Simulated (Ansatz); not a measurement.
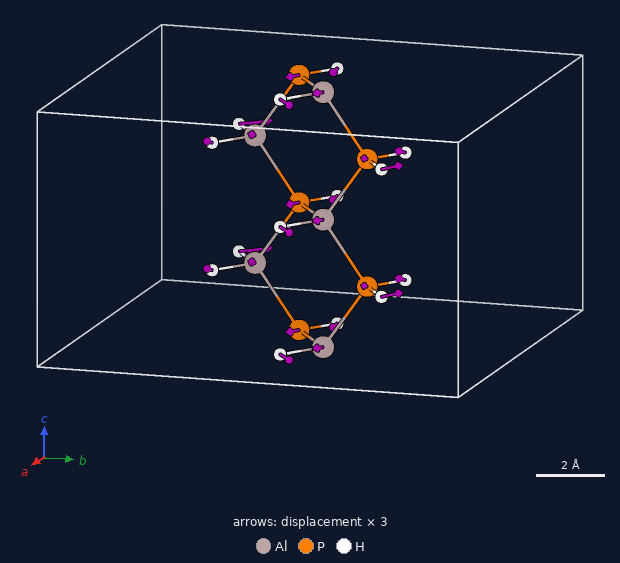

This is a relaxation of a wire of composition AlPH3. The starting structure is drawn; purple arrows show the displacements (the part carried along by the change of the cell is left out), 3 times their true length.

Style: ball-and-stick. Shown: the 2 repeat of the cell, with the vacuum cut short, slightly off an axis.

Case: wire along [1 1 0], 4 atoms a period, capped with H.

These are results of DFT PBE, scalar-relativistic, plane waves, PAW (Ansatz 0.2.0), not measurements.

The input:
```yaml
crystal:
  lattice:
    - [13.6, 0.0, 0.0]
    - [0.0, 15.2, 0.0]
    - [0.0, 0.0, 3.8938964419]
  atoms:
    - { symbol: Al, position: [0.5715789787, 0.5487047151, 0.0] }
    - { symbol: P, position: [0.5715789787, 0.6392771025, 0.5] }
    - { symbol: Al, position: [0.4284210213, 0.3675599401, 0.5] }
    - { symbol: P, position: [0.4284210213, 0.4581323276, 0.0] }
    - { symbol: H, position: [0.6676374, 0.4879310025, 0.0] }
    - { symbol: H, position: [0.4863271298, 0.6932137724, 0.5] }
    - { symbol: H, position: [0.6568308276, 0.6932137724, 0.5] }
    - { symbol: H, position: [0.5244794426, 0.3067862276, 0.5] }
    - { symbol: H, position: [0.3323626, 0.3067862276, 0.5] }
    - { symbol: H, position: [0.3431691724, 0.5120689975, 0.0] }
basis:
  ecutwfc: 420
kpoints:
  mp_grid: { grid: [1, 1, 9] }
hamiltonian:
  xc: pbe
scf:
  occupations: { method: gaussian, width: 0.05 }
output:
  forces: true
  stress: true
  eigenvalues: true
  populations: true
  write_density: true
  write_potential: true
  elf: true
  volumetric_format: npy
relax:
  adjacent_minimum: "off"
  f_tol: 0.02
  max_steps: 45
  cell: { fix: [a, b, alpha, beta, gamma], stress_tol: 0.03 }
```

Launched with:
```bash
ansatz run input.yaml --threads 4 --pin off --max-ram 11264MiB --backend cpu --events-out ev --progress --plain --runs-dir out
```

Q: What happened in the run?

A: The energy falls by 0.218 eV per cell of the calculation in 8 accepted moves (10 points after the start). Largest force component: 0.92 eV/Å at the start, 0.0035 eV/Å at the end. The line search rejected the trial step at point 5 of the run. The SCF was repeated once at an unchanged geometry on a basis and grid sized afresh for the cell, which shifted the energy by 2.9 meV per cell of the calculation at most. The atom that moves furthest relative to the centre of the atoms is H9 (0.39 Å). By element the largest moves are H 0.39 Å, P 0.20 Å, Al 0.15 Å. Along the periodic axis the drawn cell goes c 7.788 → 7.997 Å (+2.7 %). Near-neighbour distances that change, for instance: Al3–P4 2.385 → 2.446 Å, Al1–P2 2.385 → 2.431 Å, Al1–P4 2.385 → 2.346 Å, Al1–H5 1.600 → 1.588 Å. Among the angles between lasting bonds that change: H8–Al3–H9 109.5° → 123.8°, P4–Al1–H5 109.5° → 120.7°, H6–P2–H7 109.5° → 99.2°.
